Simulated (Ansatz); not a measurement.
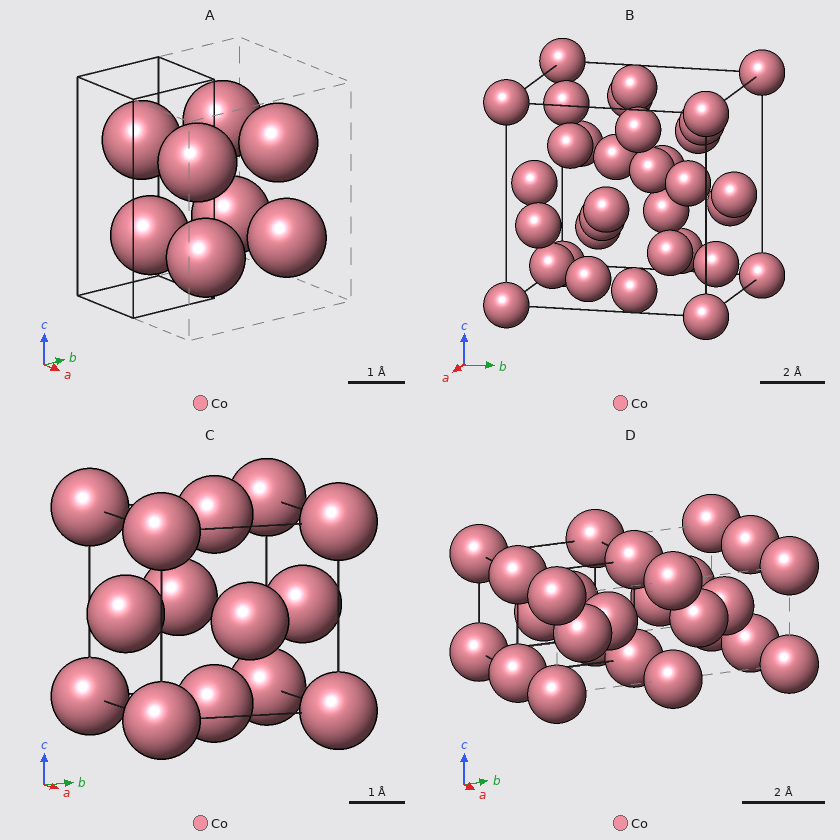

Four structures of Co, each relaxed to rest (conventional cells in solid outline, small ones repeated, each panel with its own scale). Method: DFT PBE, scalar-relativistic, plane waves, PAW in Ansatz, with collinear spins.

Question: What are the structures shown?

Answer: A: hexagonal close-packed (Mg type), P6_3/mmc; B: 24 atoms a cell on a face-centred cubic lattice, Fd-3m; C: face-centred cubic (Cu type), Fm-3m; D: ω phase (AlB₂-like), P6/mmm.

Question: Rank them by energy, lowest first.

Answer: A, then C (+17 meV/atom), D (+83 meV/atom) and B (+199 meV/atom), energies at zero smearing.

Question: Collect the results in a table.

Answer:
| panel | structure | E − E(lowest) (meV/atom) | volume (Å³/atom) | gap (eV) |
| --- | --- | --- | --- | --- |
| A | P6_3/mmc | 0 | 10.8 | metal |
| C | Fm-3m | 17 | 10.9 | metal |
| D | P6/mmm | 83 | 11.0 | metal |
| B | Fd-3m | 199 | 11.5 | metal |

Question: The same structures were relaxed again with PBEsol. Does the order change?

Answer: No, every level gives the same order.

| panel | PBE (meV/atom) | PBEsol (meV/atom) |
| --- | --- | --- |
| A | 0 | 0 |
| C | 17 | 21 |
| D | 83 | 95 |
| B | 199 | 230 |

Some of these may be structure types tried for this composition rather than known phases, and the most stable form need not be among them. Gaps are taken on the k-mesh or band path of each run.
